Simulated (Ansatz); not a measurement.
## Electronic structure of Mn$_{3}$Sn in real space

```xyz
4
Lattice="3.8557 0.0000 0.0000 0.0000 3.8557 0.0000 0.0000 0.0000 3.8557" Properties=species:S:1:pos:R:3 pbc="T T T"
Mn    1.9279    0.0000    0.0000
Mn    0.0000    1.9279    0.0000
Mn    0.0000    0.0000    1.9279
Sn    1.9279    1.9279    1.9279
```

Space group Pm-3m; a structure generated by program, which may or may not match a known phase; the SCF solution may not be the lowest one; the program warned that another magnetic order may lie lower; spin-polarised.

These are results of DFT PBE, scalar-relativistic, plane waves, PAW in Ansatz, not measurements.

The density is the valence pseudo-density of a PAW calculation; it isn't the true density close to the nuclei.

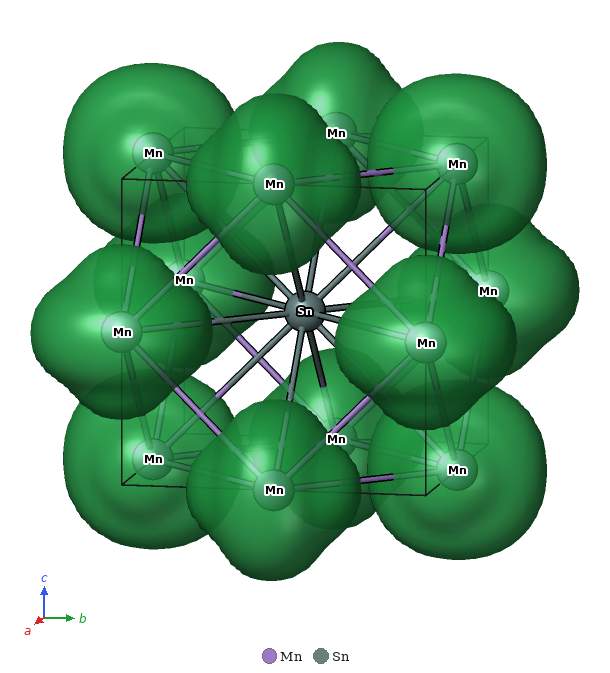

Figure 1. Isosurfaces of the spin density (up minus down) at +0.06 (green) and −0.06 e/Å³ (red), seen slightly off an axis. Sticks mark near contacts.

> Where is the spin, and how is it ordered?

The spin density sits on Mn: +2.4 μB (×3) in one cell of 4 atoms, with smaller moments on other sites: Sn (up to −0.09 μB): parallel moments (a ferromagnetic arrangement) in this solution. The cell of the calculation (4 atoms) carries 7.1 μB of net spin moment. Only one sign reaches the isovalue.

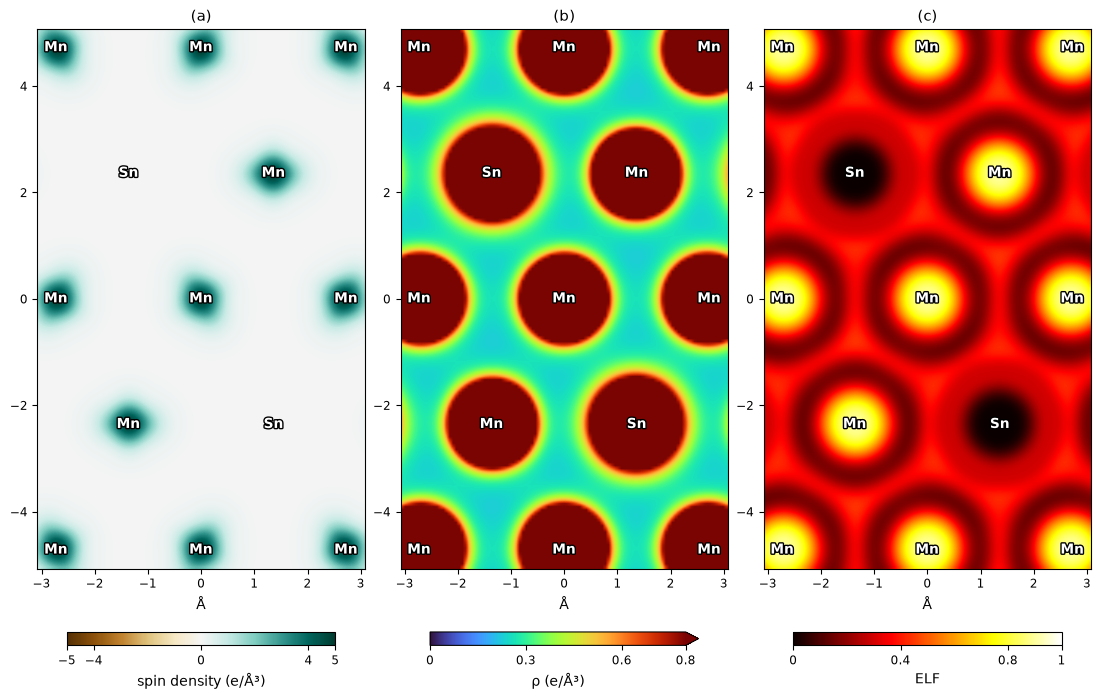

Figure 2. (a) spin density (up minus down); (b) valence electron density; (c) electron localisation function on the (111) plane of the conventional cell.

> Describe what can be read from this map.

- The plane passes through Mn and Sn nuclei.
- Mn–Mn (2.73 Å): ρ at the midpoint is about 0.26 e/Å³; the ELF is about 0.35 at the midpoint.
- Mn–Sn (2.73 Å): ρ at the midpoint is about 0.29 e/Å³; the ELF is about 0.35 at the midpoint.
- Between the atoms the lowest density in this plane is 0.23 e/Å³.
- The features right at Mn lie inside the PAW spheres, where the map follows smoothed inner orbitals and isn't to be read closely.
